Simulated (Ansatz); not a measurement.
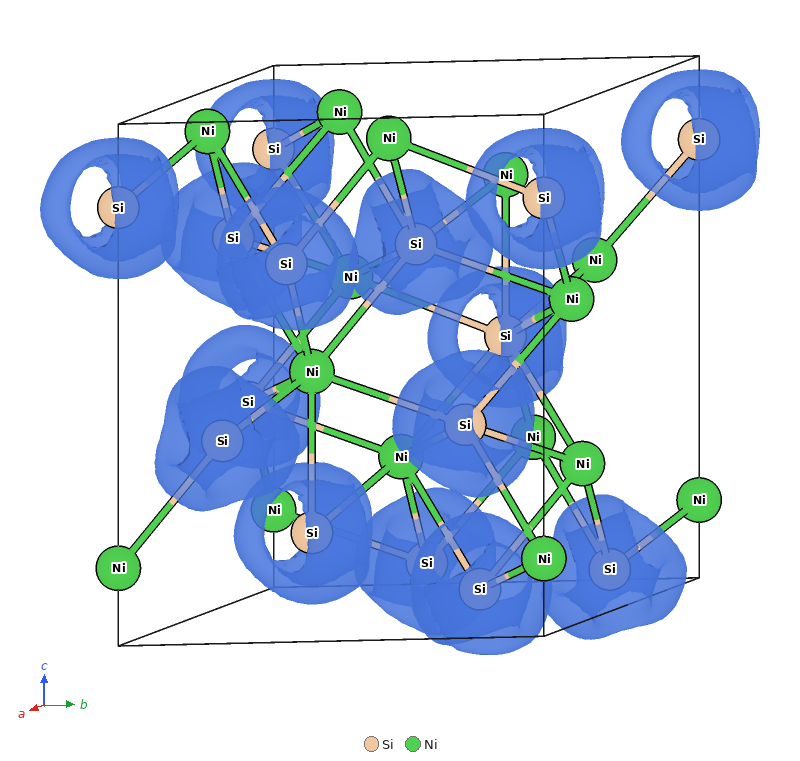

Figure. SiNi. Isosurface of the ELF at 0.6 (blue), seen slightly off an axis. Core shells and regions of very low density are left out. Sticks mark near contacts.

Space group R3; changed on purpose from its base cell (atom 1 (Si) moved -0.050 A towards its neighbour atom 5 (Ni) at 2.341 A); not relaxed (largest force 0.6 eV/Å); computed without spin polarisation.

Level of theory: DFT PBEsol, scalar-relativistic, plane waves, PAW (Ansatz).

In a PAW calculation such maps are meaningful between the atoms, not at the nuclei.

What do the ELF domains correspond to?

Answer. The surface consists of twelve regions wrapped around Si (the valence shell of each), counted in one cell of 24 atoms. Regions shared between cells count once. Along the contacts the grid gives the following. Si–Ni (2.34 Å): the ELF peaks at about 0.65 in the valence shell of Si, 0.9 Å from its nucleus, and is about 0.45 at the midpoint. Si–Ni (2.38 Å): the ELF peaks at about 0.70 in the valence shell of Si, 0.9 Å from its nucleus, and is about 0.45 at the midpoint.
